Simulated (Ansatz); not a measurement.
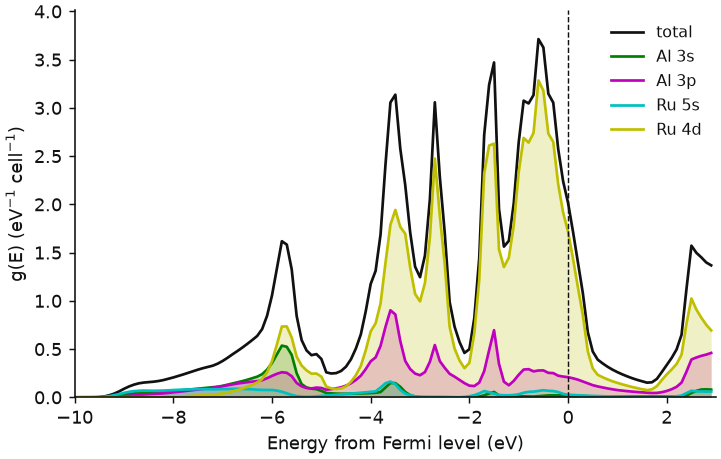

Density of states. Energies are counted from the Fermi level. The partial curves are projected on Löwdin-orthogonalised atomic shells.

System: AlRu, space group Pm-3m (No. 221), 2 atoms in the cell; a = 2.98 Å, b = 2.98 Å, c = 2.98 Å, α = 90.00°, β = 90.00°, γ = 90.00°.

Ansatz; DFT LDA, scalar-relativistic, plane waves, PAW, no spin polarisation, 6×6×6 k mesh, 420 eV cutoff, Gaussian smearing of 0.1 eV.

Question: Metal or insulator, and how many states lie at the Fermi level?

Answer: It is a metal. The density of states at the Fermi level isn't well fixed here: it changes fast, and within 0.3 eV it runs from 1.1 to 3.1 per eV and cell.

Question: What carries the states at the Fermi level?

Answer: By projected weight, the states within 0.3 eV of the Fermi level are Ru 4d (85 %).

The k mesh is coarse for this system. The cell is at −6 GPa in this functional.
